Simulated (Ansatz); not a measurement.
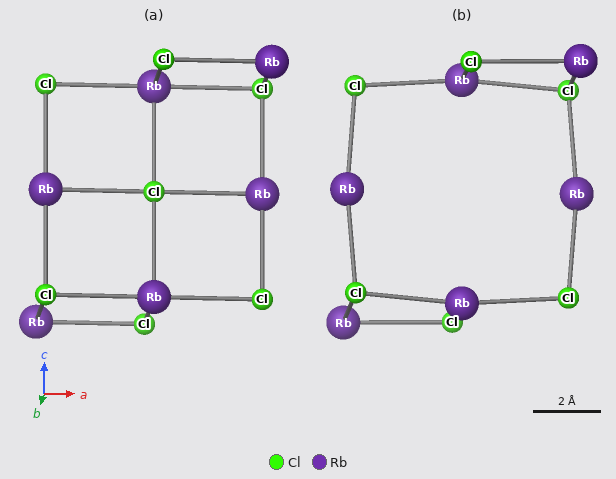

Left: perfect RbCl. Right: the same region with one point defect, after relaxing the atoms in a supercell of 64 sites. Style: ball-and-stick. Shown: the atoms within 6.0 Å of one point, in a slice 5.0 Å thick across the line of sight, from a free direction.

These are results of Ansatz 0.2.0, DFT, PBEsol, PAW, plane waves, not measurements. (plane-wave cutoff 420 eV; k-point mesh 1 × 1 × 1; mesh shifted by (0.25, 0.25, 0.25); no spin polarisation) Fermi-Dirac smearing of 0.01 eV. A uniform background neutralises the charged cell. The axes drawn are those of the host's conventional cell.

**What kind of defect was made?**

A chlorine atom is taken out (a vacancy).

The charge state of the cell is +1.

**How does the lattice respond?**

Around the empty Cl site the host had 6 Rb at 3.27 Å; after relaxation the nearest atoms are 6 Rb at 3.47 Å. Of the host's atoms, a rubidium atom moves furthest from its site, by 0.20 Å.

Limits of the set-up: the cell is charged, on a uniform background, and energies carry no finite-size correction.
